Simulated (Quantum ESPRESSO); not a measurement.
**Single-point calculation of TaN (part 2 of 2)**

Continued. System: TaN (Pm-3m, 2 atoms in the cell). Method: Kohn-Sham DFT of a periodic cell, PBE, SSSP 1.3 efficiency PBE, no spin polarisation (Quantum ESPRESSO 7.5); cutoff 816.34 eV, 10×10×10 k-mesh, fermi-dirac of 0.05 eV. The structure was built on a prototype by a generator; it need not be a known phase.

Geometry of the input (Å; fractional positions):
```
2.7323  0.0000  0.0000
0.0000  2.7323  0.0000
0.0000  0.0000  2.7323
Ta 0.0000  0.0000  0.0000
N  0.5000  0.5000  0.5000
```

### Log, continued
```
          k = 0.0000 0.1000 0.3000 (  1087 PWs)   bands (ev):

   -46.9604 -13.9002 -13.0617 -12.9200   5.4015  14.1454  17.4113  18.1772
    18.7013  22.9800  25.6511  25.9489  27.3467  28.8177  34.0379

          k = 0.0000 0.1000 0.4000 (  1087 PWs)   bands (ev):

   -46.9372 -14.2139 -13.0258 -12.8875   6.1052  12.8935  17.3492  17.7844
    18.7116  25.0693  25.9809  26.4895  27.2520  29.9529  32.7252

          k = 0.0000 0.1000-0.5000 (  1092 PWs)   bands (ev):

   -46.9283 -14.3304 -13.0120 -12.8750   6.4237  12.3859  17.2794  17.6366
    18.7576  25.9623  26.2077  26.7421  27.1153  31.4045  32.2645

          k = 0.0000 0.2000 0.2000 (  1077 PWs)   bands (ev):

   -46.9661 -13.4813 -13.4146 -12.9289   5.0840  15.3913  16.7352  18.5720
    19.2148  21.9661  24.8160  24.8175  27.4304  28.8525  36.4298

          k = 0.0000 0.2000 0.3000 (  1080 PWs)   bands (ev):

   -46.9378 -13.8505 -13.3915 -12.8903   5.6166  14.3886  16.7731  18.3780
    19.4408  23.4545  24.5578  24.8302  27.1506  29.5410  35.4579

          k = 0.0000 0.2000 0.4000 (  1094 PWs)   bands (ev):

   -46.9148 -14.1571 -13.3491 -12.8589   6.0853  13.5231  16.8334  18.1674
    19.3785  24.7652  25.1052  25.2603  26.5479  30.4419  34.4926

          k = 0.0000 0.2000-0.5000 (  1092 PWs)   bands (ev):

   -46.9060 -14.2712 -13.3326 -12.8468   6.2788  13.1892  16.8363  18.0763
    19.3397  25.0488  25.4000  25.8400  26.1222  32.6783  32.7011

          k = 0.0000 0.3000 0.3000 (  1077 PWs)   bands (ev):

   -46.9098 -13.8150 -13.7525 -12.8534   5.8537  14.4544  16.4508  18.6014
    19.8225  23.8328  24.3016  24.4827  26.3821  29.8233  36.5162

          k = 0.0000 0.3000 0.4000 (  1080 PWs)   bands (ev):

   -46.8870 -14.0859 -13.7299 -12.8232   6.0232  14.3522  16.4286  18.7347
    19.6804  23.7043  24.1817  25.4134  25.8812  30.6106  36.0610

          k = 0.0000 0.3000-0.5000 (  1086 PWs)   bands (ev):

   -46.8783 -14.1969 -13.7106 -12.8117   6.0825  14.2977  16.4460  18.7673
    19.5616  23.9197  24.1608  24.8116  26.4374  32.3529  33.8750

          k = 0.0000 0.4000 0.4000 (  1067 PWs)   bands (ev):

   -46.8644 -14.0374 -14.0145 -12.7942   5.9460  15.1332  16.2491  19.2989
    19.3177  23.1328  23.5388  24.2374  27.3297  31.2446  36.8939

          k = 0.0000 0.4000-0.5000 (  1074 PWs)   bands (ev):

   -46.8558 -14.1358 -14.0032 -12.7830   5.9107  15.4814  16.2337  18.9819
    19.5871  23.1520  23.2987  23.5321  28.0643  32.6029  34.7427

          k = 0.0000-0.5000-0.5000 (  1092 PWs)   bands (ev):

   -46.8472 -14.1122 -14.1122 -12.7721   5.8421  16.1744  16.1744  18.4184
    20.0684  22.8835  22.8835  22.9880  29.1063  33.6215  35.0691

          k = 0.1000 0.1000 0.1000 (  1087 PWs)   bands (ev):

   -47.0032 -13.1552 -13.1158 -13.1158   4.3223  17.1075  17.1075  17.7001
    19.9218  19.9218  25.5007  25.9302  25.9302  27.6471  38.3754

          k = 0.1000 0.1000 0.2000 (  1082 PWs)   bands (ev):

   -46.9803 -13.4773 -13.1035 -13.0817   4.8169  15.8384  17.1797  17.8610
    19.4287  21.1451  25.0666  26.2920  26.3695  28.3011  36.4642

          k = 0.1000 0.1000 0.3000 (  1082 PWs)   bands (ev):

   -46.9518 -13.8814 -13.0596 -13.0393   5.4851  14.3134  17.1332  18.0600
    19.0767  22.9841  24.8559  26.6022  26.8942  28.9254  34.6385

          k = 0.1000 0.1000 0.4000 (  1082 PWs)   bands (ev):

   -46.9287 -14.1928 -13.0234 -13.0046   6.1145  13.1323  16.9507  18.0248
    19.0165  24.6119  25.4111  26.4381  27.3313  30.0329  33.3925

          k = 0.1000 0.1000-0.5000 (  1080 PWs)   bands (ev):

   -46.9198 -14.3084 -13.0095 -12.9913   6.3919  12.6660  16.8516  17.9792
    19.0398  25.1111  25.6836  26.5179  27.5057  31.7298  33.3173

          k = 0.1000 0.2000 0.2000 (  1086 PWs)   bands (ev):

   -46.9575 -13.4665 -13.4000 -13.0581   5.1997  15.6738  16.6517  17.7384
    19.8430  21.5924  25.2001  25.2707  26.9155  28.7072  37.0611

          k = 0.1000 0.2000 0.3000 (  1080 PWs)   bands (ev):

   -46.9293 -13.8325 -13.3776 -13.0165   5.6918  14.6284  16.5526  18.0020
    19.7950  22.9276  24.6202  25.5924  26.8742  29.2681  36.0773

          k = 0.1000 0.2000 0.4000 (  1086 PWs)   bands (ev):

   -46.9064 -14.1369 -13.3358 -12.9824   6.1217  13.7409  16.3886  18.2832
    19.7132  23.7070  24.7517  26.0078  26.9563  30.3473  35.0870

          k = 0.1000 0.2000-0.5000 (  1094 PWs)   bands (ev):

   -46.8976 -14.2503 -13.3195 -12.9693   6.2980  13.4035  16.2976  18.3989
    19.6849  24.0612  24.3628  26.5348  27.0789  32.6255  32.8398

          k = 0.1000 0.3000 0.3000 (  1075 PWs)   bands (ev):

   -46.9014 -13.7975 -13.7361 -12.9767   5.9253  14.6590  16.2051  18.0802
    20.1892  23.3416  24.3849  25.2547  26.3426  29.7400  37.0836

          k = 0.1000 0.3000 0.4000 (  1087 PWs)   bands (ev):

   -46.8787 -14.0669 -13.7139 -12.9442   6.0979  14.4591  16.0189  18.4362
    20.0864  23.4350  23.8867  26.0221  26.3165  30.6404  36.1273

          k = 0.1000 0.3000-0.5000 (  1088 PWs)   bands (ev):

   -46.8700 -14.1772 -13.6949 -12.9317   6.1600  14.3697  15.9147  18.7356
    19.9108  23.3861  23.6068  26.0506  26.8174  32.4745  33.6721

          k = 0.1000 0.4000 0.4000 (  1073 PWs)   bands (ev):

   -46.8561 -14.0192 -13.9969 -12.9129   6.0535  15.0272  15.8687  18.5839
    19.7952  23.2699  23.4921  25.2750  27.4249  31.2840  36.7545

          k = 0.1000 0.4000-0.5000 (  1076 PWs)   bands (ev):

   -46.8475 -14.1172 -13.9857 -12.9009   6.0308  15.2967  15.7639  18.8533
    19.3861  23.1235  23.4871  24.8847  28.1384  32.6436  34.4758

          k = 0.1000-0.5000-0.5000 (  1076 PWs)   bands (ev):

   -46.8389 -14.0940 -14.0940 -12.8891   5.9775  15.7426  15.7426  18.8352
    19.0115  23.3908  23.3908  24.1376  29.1343  33.6459  34.7803

          k = 0.2000 0.2000 0.2000 (  1072 PWs)   bands (ev):

   -46.9350 -13.4508 -13.3618 -13.3618   5.5023  16.3887  16.3887  16.4134
    21.0189  21.0189  25.4674  26.1244  26.1244  28.4697  38.5532

          k = 0.2000 0.2000 0.3000 (  1080 PWs)   bands (ev):

   -46.9070 -13.7855 -13.3630 -13.3141   5.8839  15.1289  15.9928  17.3196
    20.6982  22.4551  24.6393  25.9283  26.9222  28.9057  37.6153

          k = 0.2000 0.2000 0.4000 (  1085 PWs)   bands (ev):

   -46.8842 -14.0836 -13.3218 -13.2751   6.2090  14.2306  15.6370  18.1497
    20.6125  23.0240  23.8675  26.5162  27.4828  30.2141  36.1069

          k = 0.2000 0.2000-0.5000 (  1076 PWs)   bands (ev):

   -46.8755 -14.1948 -13.3056 -13.2601   6.3395  13.9039  15.4965  18.5204
    20.6081  22.9820  23.4945  27.0658  27.6869  32.7103  32.8661

          k = 0.2000 0.3000 0.3000 (  1079 PWs)   bands (ev):

   -46.8793 -13.7519 -13.6931 -13.2895   6.1151  15.0158  15.5936  17.1478
    21.2833  22.9996  23.9057  26.3070  26.8565  29.3540  38.5939

          k = 0.2000 0.3000 0.4000 (  1082 PWs)   bands (ev):

   -46.8567 -14.0168 -13.6719 -13.2515   6.2995  14.5652  15.1664  17.6798
    21.2106  23.2991  23.5900  26.9013  27.1846  30.4825  36.1235

          k = 0.2000 0.3000-0.5000 (  1074 PWs)   bands (ev):

   -46.8481 -14.1252 -13.6537 -13.2368   6.3697  14.4024  14.9539  18.0027
    21.0848  23.2101  23.4531  27.3665  27.4173  32.6218  33.1845

          k = 0.2000 0.4000 0.4000 (  1066 PWs)   bands (ev):

   -46.8344 -13.9712 -13.9502 -13.2151   6.3562  14.5764  15.0154  17.3232
    20.9744  23.6780  24.3115  26.6757  27.6707  31.1798  35.9596

          k = 0.2000 0.4000-0.5000 (  1070 PWs)   bands (ev):

   -46.8258 -14.0680 -13.9394 -13.2011   6.3734  14.7107  14.7850  17.2367
    20.8245  24.0383  24.2801  26.4944  28.3090  32.6350  33.7279

          k = 0.2000-0.5000-0.5000 (  1072 PWs)   bands (ev):

   -46.8173 -14.0459 -14.0459 -13.1872   6.3693  14.8059  14.8059  16.8599
    20.7181  24.5829  24.5829  25.8425  29.2084  33.6613  33.9540

          k = 0.3000 0.3000 0.3000 (  1072 PWs)   bands (ev):

   -46.8518 -13.7143 -13.6393 -13.6393   6.3571  14.8969  14.8969  16.7069
    22.9443  22.9443  23.3075  27.2012  27.2012  29.2971  38.2358

          k = 0.3000 0.3000 0.4000 (  1077 PWs)   bands (ev):

   -46.8295 -13.9541 -13.6389 -13.5953   6.5616  14.3750  14.4305  16.7154
    23.0127  23.0880  24.1988  27.4372  27.7921  30.2888  35.7884

          k = 0.3000 0.3000-0.5000 (  1080 PWs)   bands (ev):

   -46.8210 -14.0600 -13.6216 -13.5783   6.6423  14.1842  14.2236  16.7336
    23.0555  23.1604  24.2813  27.8675  27.9989  32.4988  32.7682

          k = 0.3000 0.4000 0.4000 (  1072 PWs)   bands (ev):

   -46.8074 -13.9112 -13.8917 -13.5728   6.7845  13.9483  14.1383  15.8933
    23.1530  24.5433  25.2080  27.7340  27.9656  30.7502  35.0470

          k = 0.3000 0.4000-0.5000 (  1072 PWs)   bands (ev):

   -46.7989 -14.0064 -13.8815 -13.5564   6.8722  13.8578  13.9782  15.5575
    23.2475  25.2320  25.3253  27.7327  28.4698  32.3329  32.6899

          k = 0.3000-0.5000-0.5000 (  1060 PWs)   bands (ev):

   -46.7904 -13.9858 -13.9858 -13.5404   6.9614  13.8706  13.8706  15.0030
    23.3395  26.0274  26.0274  27.2291  29.3017  32.7286  32.7286

          k = 0.4000 0.4000 0.4000 (  1058 PWs)   bands (ev):

   -46.7854 -13.8688 -13.8438 -13.8438   7.1939  13.5196  13.5196  14.7200
    25.2795  25.9190  25.9190  28.1953  28.1953  30.5397  34.2323

          k = 0.4000 0.4000-0.5000 (  1074 PWs)   bands (ev):

   -46.7770 -13.9560 -13.8414 -13.8254   7.3712  13.2991  13.4233  14.2105
    26.0410  26.2013  26.6275  28.2803  28.6232  31.7283  31.7990

          k = 0.4000-0.5000-0.5000 (  1072 PWs)   bands (ev):

   -46.7686 -13.9365 -13.9365 -13.8151   7.5971  13.2209  13.2209  13.5734
    26.5581  27.4864  27.4864  28.0990  29.3786  31.3392  31.3392

          k =-0.5000-0.5000-0.5000 (  1064 PWs)   bands (ev):

   -46.7603 -13.9175 -13.9175 -13.9175   7.9102  12.9910  12.9910  12.9910
    28.3925  28.3925  28.3925  29.4083  29.4083  30.4424  30.4424

     the Fermi energy is    22.1932 ev

!    total energy              =    -162.12772343 Ry
     estimated scf accuracy    <          2.5E-11 Ry
     smearing contrib. (-TS)   =      -0.00001099 Ry
     internal energy E=F+TS    =    -162.12771243 Ry

     The total energy is F=E-TS. E is the sum of the following terms:
     one-electron contribution =      -0.60632672 Ry
     hartree contribution      =      13.14888793 Ry
     xc contribution           =     -47.87428841 Ry
     ewald contribution        =    -126.79598524 Ry

     convergence has been achieved in  11 iterations

     negative rho (up, down):  9.834E-02 0.000E+00

     Forces acting on atoms (cartesian axes, Ry/au):

     atom    1 type  1   force =     0.00000000    0.00000000    0.00000000
     atom    2 type  2   force =     0.00000000    0.00000000    0.00000000

     Total force =     0.000000     Total SCF correction =     0.000000

     Computing stress (Cartesian axis) and pressure

     negative rho (up, down):  9.834E-02 0.000E+00
          total   stress  (Ry/bohr**3)                   (kbar)     P=       55.95
   0.00038033   0.00000000   0.00000000           55.95        0.00        0.00
   0.00000000   0.00038033   0.00000000            0.00       55.95        0.00
   0.00000000   0.00000000   0.00038033            0.00        0.00       55.95

=------------------------------------------------------------------------------=
   JOB DONE.
=------------------------------------------------------------------------------=
```

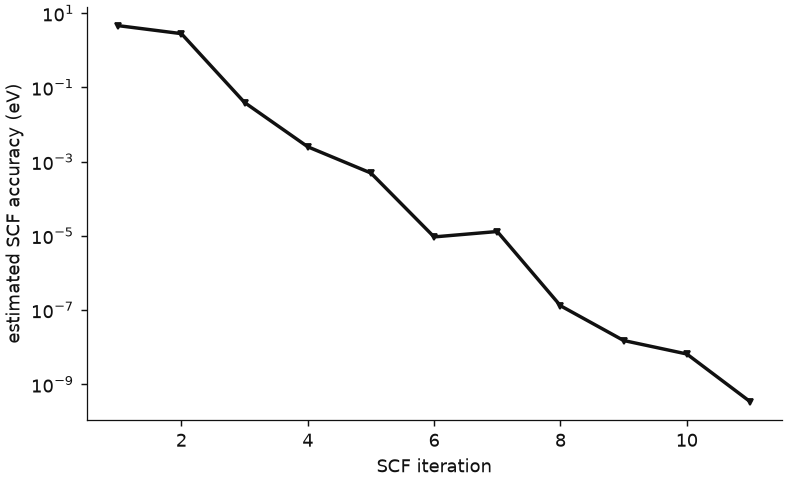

**Figure 1.** Convergence of the self-consistent field: estimated SCF accuracy against the iteration. The field takes 11 iterations in all.

### Key numbers

- outcome: converged
- space group (tolerance 0.01 Å): Pm-3m (221)
- electrons treated: 18
- free energy: −2205.8601 eV
- Fermi energy: 22.193 eV
- gap on the k-point mesh: none (metallic)
- pressure: 5.59 GPa
- largest force (length of the vector): under 0.001 eV/Å
- hardware: 1 thread of Arm Neoverse V1, 112 GiB of memory available, shared host
- wall time: 19 s
- peak memory: 0.2 GiB

### Notes

Notes on the run: negative rho. Spin–orbit coupling is left out, which matters for Ta. The cell is under a pressure of 5.6 GPa at this level, so it is not at its equilibrium volume.
